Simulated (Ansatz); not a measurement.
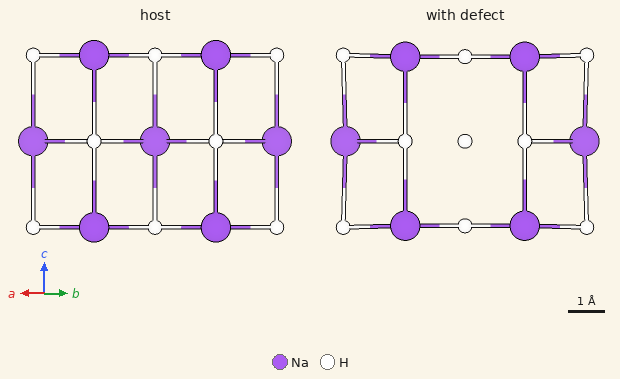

Left: perfect NaH. Right: the same region with one point defect, after relaxing the atoms in a supercell of 32 sites. The picture is a ball-and-stick view of the atoms within 4.6 Å of one point, in a slice 5.0 Å thick across the line of sight, seen along [110].

Level of theory: DFT PBE, scalar-relativistic, plane waves, PAW (Ansatz). (plane-wave cutoff 420 eV; k-point mesh 2 × 2 × 2; occupations gaussian; smearing width 0.01 eV; mesh shifted by (0.5, 0.5, 0.5); collinear spin) The cell is small and the k-mesh coarse, so the numbers are rough. A uniform background neutralises the charged cell. The axes drawn are those of the host's conventional cell.

Which defect is it?

A sodium atom is replaced by hydrogen.

The charge state of the cell is +1.

What does the relaxation do around it?

In the host the Na atom has 6 H at 2.42 Å; the H atom ends with 6 H at 2.37 Å. Of the host's atoms, a sodium atom moves furthest from its site, by 0.07 Å.
